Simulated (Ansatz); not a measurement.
The compound is AlN (space group Fm-3m, No. 225), taken as the geometry relaxed with Ansatz, DFT, PBE, PAW with Ansatz's default frozen-core files, scalar-relativistic; the starting structure was generated, so it need not be a known form of this composition.

```yaml
crystal:
  lattice:
    - [4.07051, 0.00000, 0.00000]
    - [0.00000, 4.07051, 0.00000]
    - [0.00000, 0.00000, 4.07051]
  atoms:
    - { symbol: Al, position: [0.00000, 0.00000, 0.00000] }
    - { symbol: N, position: [0.50000, 0.00000, 0.00000] }
    - { symbol: Al, position: [0.00000, 0.50000, 0.50000] }
    - { symbol: N, position: [0.50000, 0.50000, 0.50000] }
    - { symbol: Al, position: [0.50000, 0.00000, 0.50000] }
    - { symbol: N, position: [0.00000, 0.00000, 0.50000] }
    - { symbol: Al, position: [0.50000, 0.50000, 0.00000] }
    - { symbol: N, position: [0.00000, 0.50000, 0.00000] }
```

Bonds are taken as Al–N below 2.3 Å. Atoms with one bond or none are removed and atoms with two bonds are replaced by edges, until no such atom is left.

What net does this leave?

The result is a uninodal 6-connected, three-periodic net: Al and N are 6-connected nodes. It is the pcu net, known from NaCl, ReO3 and the B-X framework of perovskite. It is a single net, without interpenetration.

| node | links | point symbol | coordination sequence |
| --- | --- | --- | --- |
| Al and N | 6 | 4^12.6^3 | 6 18 38 66 102 |

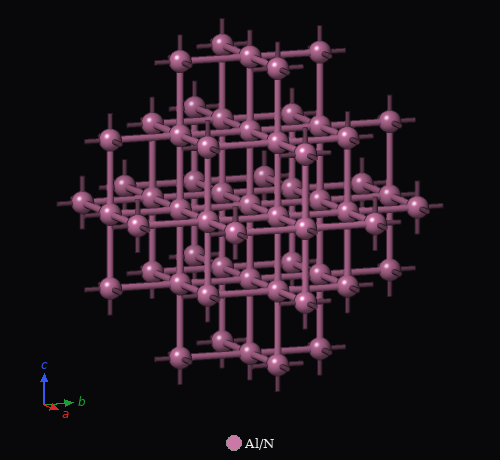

Nodes are coloured by topological kind. Short stubs are edges that leave the cut-out.
